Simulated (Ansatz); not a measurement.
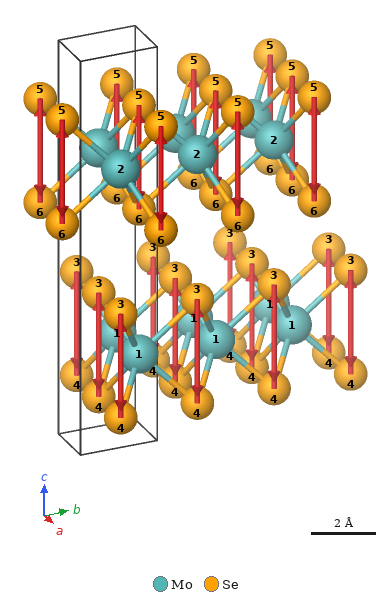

This is a relaxation of crystalline MoSe$_{2}$ (built on the 2H (MoS2) bulk type). The starting structure is drawn; red arrows show the displacements (the part carried along by the change of the cell is left out), 50 times their true length.

Style: ball-and-stick. Shown: the cell of the calculation, repeated 2 × 3 × 1 with one cell outlined, slightly off an axis.

These are results of DFT, r2SCAN+rVV10, plane waves, PAW (Ansatz 0.2.0), not measurements.

Input
```yaml
crystal:
  lattice:
    - [3.277051076, 0.0, 0.0]
    - [-1.638525538, 2.8380094813, 0.0]
    - [0.0, 0.0, 12.7339649288]
  atoms:
    - { symbol: Mo, position: [0.3333333333, 0.6666666667, 0.25] }
    - { symbol: Mo, position: [0.6666666667, 0.3333333333, 0.75] }
    - { symbol: Se, position: [0.6666666667, 0.3333333333, 0.3814561123] }
    - { symbol: Se, position: [0.6666666667, 0.3333333333, 0.1185438877] }
    - { symbol: Se, position: [0.3333333333, 0.6666666667, 0.8814561123] }
    - { symbol: Se, position: [0.3333333333, 0.6666666667, 0.6185438877] }
kpoints:
  mp_grid: { grid: [12, 12, 2] }
hamiltonian:
  xc: r2scan
  dispersion: rvv10
scf:
  occupations: { method: fermi_dirac, width: 0.02 }
relax:
  f_tol: 0.005
  cell: {}
output:
  write_density: true
  write_potential: true
  elf: true
  volumetric_format: npy
```

Launched with:
```bash
ansatz run input.yaml --threads 2 --pin off --max-ram 29491MiB --backend cpu --events-out ev --progress --plain --runs-dir out
```

Question: Describe the change and its energy.

Answer: The largest moves relative to the cell, 0.063 Å, are those of Se3, Se4, Se5 and Se6. Se3 goes along −c. Mo stays in place. Cell: a = b 3.277 → 3.305 Å (+0.9 %), c 12.734 → 13.088 Å (+2.8 %). Volume +4.6 %. The space group stays P6_3/mmc (No. 194). The energy falls by 6.9 meV per atom in 3 accepted moves (6 points after the start). The largest force component goes from 0.23 to 0.0006 eV/Å. The pressure goes from 1.37 to 0.01 GPa. The line search rejected the trial steps at points 1, 4 of the run. At 1 point the geometry stayed and the basis and grid were re-selected for the new cell (energy shift of 0.2 meV per atom at most each time). The run took 100 s on 2 threads of AMD EPYC 7R13 Processor (Zen 3), on a shared host, peak memory 1 GiB.
